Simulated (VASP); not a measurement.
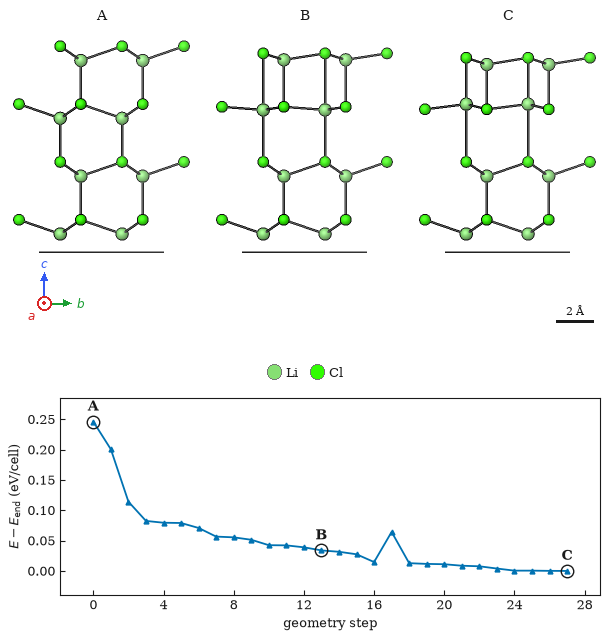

Frames of a relaxation of a slab of composition LiCl, marked on the history of the run. A ball-and-stick model of the 2 × 2 repeat of the cell, outlined in the plane, without the vacuum, seen along the a axis.

The run lets the atoms move in a fixed cell. 4 atoms are held fixed.

Level of theory: Kohn-Sham DFT of a periodic cell, PBE with D3, VASP PAW PBE potentials, recommended (VASP 6.6.1).

Input file:
```
SYSTEM = LiCl
  PREC = Accurate
  ENCUT = 520
  EDIFF = 1E-7
  ISMEAR = 0
  SIGMA = 0.05
  LREAL = .False.
  LASPH = .True.
  NELM = 80
  ALGO = Normal
  ISIF = 2
  LWAVE = .False.
  LCHARG = .False.
  LDIPOL = .True.
  IDIPOL = 3
  DIPOL = 0.5 0.5 0.500
  GGA = PE
  IVDW = 11
  IBRION = 2
  NSW = 40
  EDIFFG = -0.02
```

Launched with:
```bash
cat potpaw_PBE.64/Li_sv/POTCAR potpaw_PBE.64/Cl/POTCAR > POTCAR
mpirun -np 1 vasp_std > vasp.out
```

### Describe the path.

Over 27 geometry steps the energy falls by 0.246 eV per cell of the calculation. The largest force component goes from 0.61 to 1.2 eV/Å. The largest move is that of a Li atom, 0.78 Å along the normal (+c). Largest moves by element: Li 0.78 Å, Cl 0.63 Å. The cell stays as it was. Among the contacts that change: Cl–Li 3.960 → 2.548 Å, Cl–Li 2.397 → 3.177 Å, Cl–Li 2.397 → 2.284 Å, Cl–Li 2.397 → 2.462 Å. New bonds form, among them: Cl–Li (3.96 → 2.55 Å). Among the angles between lasting bonds that change: Li–Cl–Li 109.0° → 82.8°, Cl–Li–Cl 109.0° → 99.3°, Cl–Li–Cl 109.9° → 118.5°. It ran on 1 thread of Intel(R) Xeon(R) Platinum 8559C (Emerald Rapids) (shared host). From step 0 to 13: a Li atom moves most (0.46 Å), energy −0.212 eV per cell of the calculation. From step 13 to 27: a Li atom moves most (0.32 Å), energy −33.8 meV per cell of the calculation.

```json
{"step": "0", "E − E(0), meV/atom": "0.00", "largest force component, eV/Å": "0.6091"}
{"step": "1", "E − E(0), meV/atom": "-5.71", "largest force component, eV/Å": "0.6542"}
{"step": "2", "E − E(0), meV/atom": "-16.49", "largest force component, eV/Å": "0.7890"}
{"step": "3", "E − E(0), meV/atom": "-20.45", "largest force component, eV/Å": "1.0368"}
{"step": "4", "E − E(0), meV/atom": "-20.83", "largest force component, eV/Å": "0.9972"}
{"step": "5", "E − E(0), meV/atom": "-20.88", "largest force component, eV/Å": "0.9742"}
{"step": "6", "E − E(0), meV/atom": "-21.90", "largest force component, eV/Å": "0.9788"}
{"step": "7", "E − E(0), meV/atom": "-23.68", "largest force component, eV/Å": "0.9873"}
{"step": "8", "E − E(0), meV/atom": "-23.83", "largest force component, eV/Å": "0.9893"}
{"step": "9", "E − E(0), meV/atom": "-24.33", "largest force component, eV/Å": "0.9924"}
{"step": "10", "E − E(0), meV/atom": "-25.45", "largest force component, eV/Å": "1.0021"}
{"step": "11", "E − E(0), meV/atom": "-25.49", "largest force component, eV/Å": "1.0223"}
{"step": "12", "E − E(0), meV/atom": "-25.89", "largest force component, eV/Å": "1.0109"}
{"step": "13", "E − E(0), meV/atom": "-26.53", "largest force component, eV/Å": "1.0472"}
{"step": "14", "E − E(0), meV/atom": "-26.81", "largest force component, eV/Å": "1.0845"}
{"step": "15", "E − E(0), meV/atom": "-27.32", "largest force component, eV/Å": "1.1106"}
{"step": "16", "E − E(0), meV/atom": "-28.92", "largest force component, eV/Å": "1.1791"}
{"step": "17", "E − E(0), meV/atom": "-22.72", "largest force component, eV/Å": "1.2670"}
{"step": "18", "E − E(0), meV/atom": "-29.16", "largest force component, eV/Å": "1.1906"}
{"step": "19", "E − E(0), meV/atom": "-29.31", "largest force component, eV/Å": "1.2225"}
{"step": "20", "E − E(0), meV/atom": "-29.37", "largest force component, eV/Å": "1.2090"}
{"step": "21", "E − E(0), meV/atom": "-29.68", "largest force component, eV/Å": "1.2189"}
{"step": "22", "E − E(0), meV/atom": "-29.80", "largest force component, eV/Å": "1.2284"}
{"step": "23", "E − E(0), meV/atom": "-30.26", "largest force component, eV/Å": "1.2262"}
{"step": "24", "E − E(0), meV/atom": "-30.69", "largest force component, eV/Å": "1.2214"}
{"step": "25", "E − E(0), meV/atom": "-30.70", "largest force component, eV/Å": "1.2216"}
{"step": "26", "E − E(0), meV/atom": "-30.74", "largest force component, eV/Å": "1.2214"}
{"step": "27", "E − E(0), meV/atom": "-30.76", "largest force component, eV/Å": "1.2212"}
```
